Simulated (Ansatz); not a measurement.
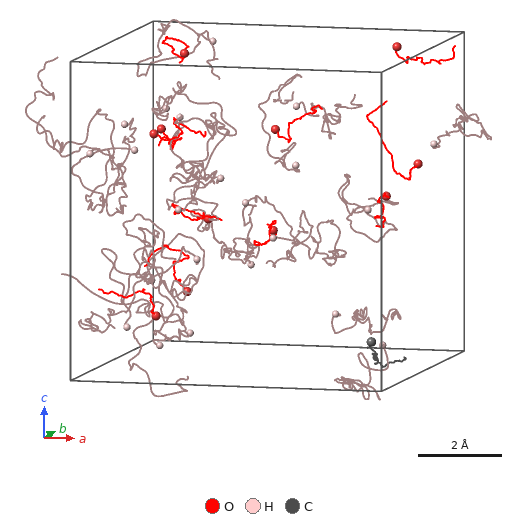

A Born-Oppenheimer molecular dynamics run of a periodic cell with 10 H2O + 1 H2CO at 0.744 g/cm³, 200 fs long. It starts from the last geometry of an earlier run, with fresh velocities. Lines trace each atom's path, in the colour of its element; spheres stand at the starting positions. Seen slightly off an axis in the simulation cell.

Theory: Ansatz 0.2.0, DFT PBE-D3(BJ), scalar-relativistic, plane waves, PAW. Set-up: plane-wave cutoff 420 eV; k-point mesh 1 × 1 × 1; Fermi-Dirac smearing 0.05 eV; low-accuracy preset; Langevin thermostat (NVT); set temperature 1500 K; time step 0.5 fs; friction 0.05 per fs.

The input:
```yaml
accuracy: low
crystal:
  lattice:
    - [7.771118, 0.0, 0.0]
    - [0.0, 7.771118, 0.0]
    - [0.0, 0.0, 7.771118]
  atoms:
    - { symbol: O, position: [0.27007069, 0.64910012, 0.43429795] }
    - { symbol: H, position: [0.29405884, 0.70963828, 0.5543858] }
    - { symbol: H, position: [0.20354132, 0.53995816, 0.47409197] }
    - { symbol: O, position: [0.57357189, 0.2945307, 0.45327149] }
    - { symbol: H, position: [0.48433199, 0.2944852, 0.53665209] }
    - { symbol: H, position: [0.50705047, 0.2770435, 0.34553226] }
    - { symbol: O, position: [0.60391786, 0.20590283, 0.78195483] }
    - { symbol: H, position: [0.68268715, 0.16501675, 0.86217066] }
    - { symbol: H, position: [0.66885803, 0.20979027, 0.67107354] }
    - { symbol: O, position: [0.75032556, -0.00346335, 0.47767422] }
    - { symbol: H, position: [0.63963528, 0.04534328, 0.46300684] }
    - { symbol: H, position: [0.72257072, -0.1194512, 0.44852171] }
    - { symbol: O, position: [0.21225514, 0.21028365, 0.7543346] }
    - { symbol: H, position: [0.22542798, 0.3087487, 0.82174441] }
    - { symbol: H, position: [0.31059506, 0.15522349, 0.81637964] }
    - { symbol: O, position: [0.20454882, 0.60812069, 0.95605199] }
    - { symbol: H, position: [0.26566815, 0.72203102, 0.98146044] }
    - { symbol: H, position: [0.12587376, 0.60560697, 1.03803424] }
    - { symbol: O, position: [0.14016864, 0.88438098, 0.17243866] }
    - { symbol: H, position: [0.18921449, 0.81758058, 0.28311653] }
    - { symbol: H, position: [0.01856005, 0.91091625, 0.19998582] }
    - { symbol: O, position: [0.04978712, 0.91039051, 0.67564767] }
    - { symbol: H, position: [0.05647212, 1.02363526, 0.71051119] }
    - { symbol: H, position: [-0.07805951, 0.92762114, 0.65550056] }
    - { symbol: O, position: [0.97968373, 0.51936281, 0.64682248] }
    - { symbol: H, position: [1.03627999, 0.63801669, 0.64291733] }
    - { symbol: H, position: [1.05135501, 0.45946765, 0.74716055] }
    - { symbol: O, position: [0.19967747, 0.28355988, 0.17389689] }
    - { symbol: H, position: [0.29143661, 0.35094873, 0.11461183] }
    - { symbol: H, position: [0.09853046, 0.31157945, 0.13172207] }
    - { symbol: O, position: [0.80961222, 0.90353996, -0.0403308] }
    - { symbol: C, position: [0.75901765, 0.78376561, 0.0477833] }
    - { symbol: H, position: [0.6426119, 0.78808366, 0.13082543] }
    - { symbol: H, position: [0.82830629, 0.65999695, 0.05544639] }
basis:
  ecutwfc: 420.0
kpoints:
  mp_grid: { grid: [1, 1, 1] }
hamiltonian:
  xc: pbe
  dispersion: d3bj
scf:
  occupations: { method: fermi_dirac, width: 0.05 }
  lower_state_search: "off"
md:
  timestep: 0.5
  n_steps: 400
  ensemble: nvt_langevin
  temperature: 1500.0
  initial_velocities: maxwell_boltzmann
  seed: 171823
  friction: 0.05
```

Run as
```bash
ansatz run input.yaml --threads 1 --pin off --max-ram 3072MiB --backend cpu --events-out ev --progress --plain --runs-dir out
```

Question: Describe the motion.

Answer: Root-mean-square distances from the starting positions over the second half, with the common drift of all atoms taken out: H 1.57 Å, C 1.18 Å, O 0.97 Å. The molecules turn and drift from their places.

Limits of the set-up: the program's low-accuracy preset was used; the periodic images lie only 7.8 Å apart, so the values are limited by the cell's size.
